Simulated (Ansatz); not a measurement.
## Electronic structure of TiSi2 in real space

The calculation's input:

```
crystal:
  lattice:
    - [-3.5170496056, 0.0, 0.0]
    - [0.0, 0.0, -3.5556151837]
    - [0.0, -16.3482478428, 0.0]
  atoms:
    - { symbol: Ti, position: [0.0, 0.25, 0.5890329322] }
    - { symbol: Ti, position: [0.5, 0.25, 0.1807858842] }
    - { symbol: Ti, position: [0.0, 0.75, 0.7563860391] }
    - { symbol: Ti, position: [0.5, 0.75, 0.3481389911] }
    - { symbol: Si, position: [1.0, 0.25, 0.3134409138] }
    - { symbol: Si, position: [0.5, 0.25, 0.7216879618] }
    - { symbol: Si, position: [1.0, 0.75, 0.2154839616] }
    - { symbol: Si, position: [0.5, 0.75, 0.6237310095] }
    - { symbol: Si, position: [1.0, 0.25, 0.0601101346] }
    - { symbol: Si, position: [0.5, 0.25, 0.4683571826] }
    - { symbol: Si, position: [1.0, 0.75, 0.4688147408] }
    - { symbol: Si, position: [0.5, 0.75, 0.0605676928] }
basis:
  ecutwfc: 420
kpoints:
  mp_grid: { grid: [13, 13, 4] }
hamiltonian:
  xc: pbesol
scf:
  occupations: { method: gaussian, width: 0.15 }
output:
  forces: true
  stress: true
  eigenvalues: true
  write_density: true
  write_potential: true
  elf: true
  volumetric_format: npy
```

Command:

```sh
ansatz run input.yaml --threads 2 --pin off --max-ram 5120MiB --backend cpu --events-out ev --progress --plain --runs-dir out
```

Below, planes, directions and counts refer to the conventional cell (a = 3.52 Å, b = 3.56 Å, c = 16.35 Å, α = 90.00°, β = 90.00°, γ = 90.00°).

Space group Pmm2; a structure from a database of computed crystals, not necessarily the ambient phase; not relaxed (largest force 0.9 eV/Å); computed without spin polarisation.

These are results of Ansatz 0.2.0, DFT PBEsol, scalar-relativistic, plane waves, PAW, not measurements.

Core electrons are frozen (PAW), and the valence fields are smoothed inside the atomic spheres.

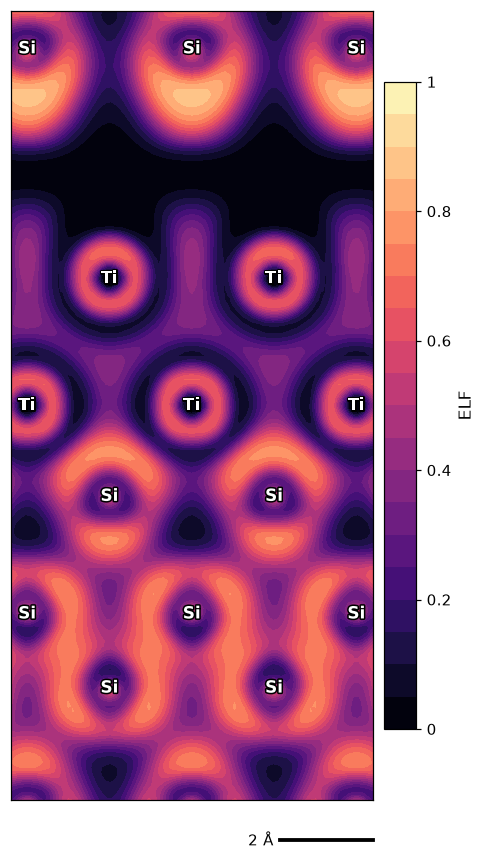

Figure 1. ELF on the (100) plane of the conventional cell.

What does the map show?

Atoms in the plane: Ti and Si. Si–Si (2.39 Å): the ELF peaks at about 0.70 between the atoms. Ti–Si (2.65 Å): the ELF peaks at about 0.75 in the valence shell of Si, 0.9 Å from its nucleus, and is about 0.40 at the midpoint. The features right at Ti lie inside the PAW spheres, where the map follows smoothed inner orbitals and isn't to be read closely.

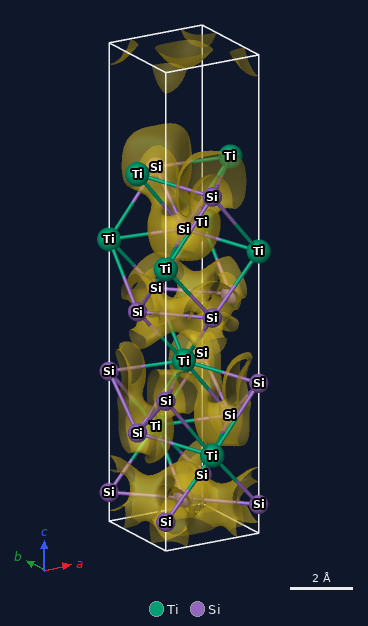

Figure 2. Isosurface of the electron localisation function at 0.65 (yellow), seen at an oblique angle. Core shells and regions of very low density are left out. Sticks mark near contacts.

Where are the electrons localised?

At this value the surface marks out channels that run through the cell in one direction and sheets that run through the cell in two directions, counted in one cell of 12 atoms. Any copies at cell faces, edges or corners count once. Along the contacts the grid gives the following. Ti–Si (2.56 Å): the ELF peaks at about 0.75 in the valence shell of Si, 0.9 Å from its nucleus, and is about 0.40 at the midpoint.

Metal or insulator at this level of theory?

It is metallic or semimetallic at this level of theory: no gap opens.
